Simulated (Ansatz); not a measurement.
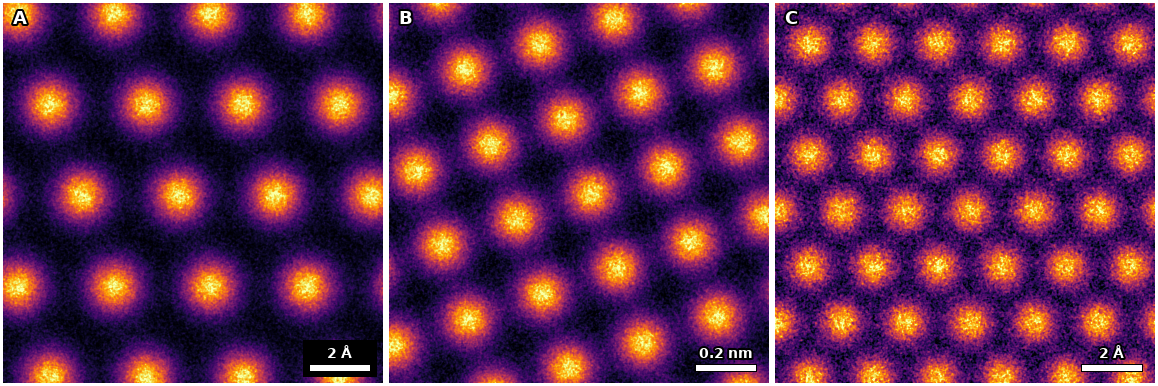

Three views of La (Fm-3m, No. 225) along different zone axes. Simulated as the projected potential of neutral atoms (B = 0.5 Å²) blurred by a 1.13 Å probe, the thin-sample limit of integrated differential phase contrast. Shot noise was added. Atomic positions: coordinates from a relaxation with Ansatz, DFT, RPBE, plane waves (420 eV) with PAW, scalar-relativistic; the starting structure was generated, so it need not be a known form of this composition.

```
La
1.0
     5.39261    0.00000    0.00000
     0.00000    5.39261    0.00000
     0.00000    0.00000    5.39261
La
4
Direct
  0.00000 0.00000 0.00000
  0.00000 0.50000 0.50000
  0.50000 0.00000 0.50000
  0.50000 0.50000 0.00000
```

Match the panels to the zone axes [001], [110] and [111].

Answer. A is [110]: projected cell 3.30 × 3.30 Å, 109°, plane group c2mm. B is [001]: projected cell 2.70 × 2.70 Å, 90°, plane group p4mm. C is [111]: projected cell 2.20 × 2.20 Å, 120°, plane group p6mm.
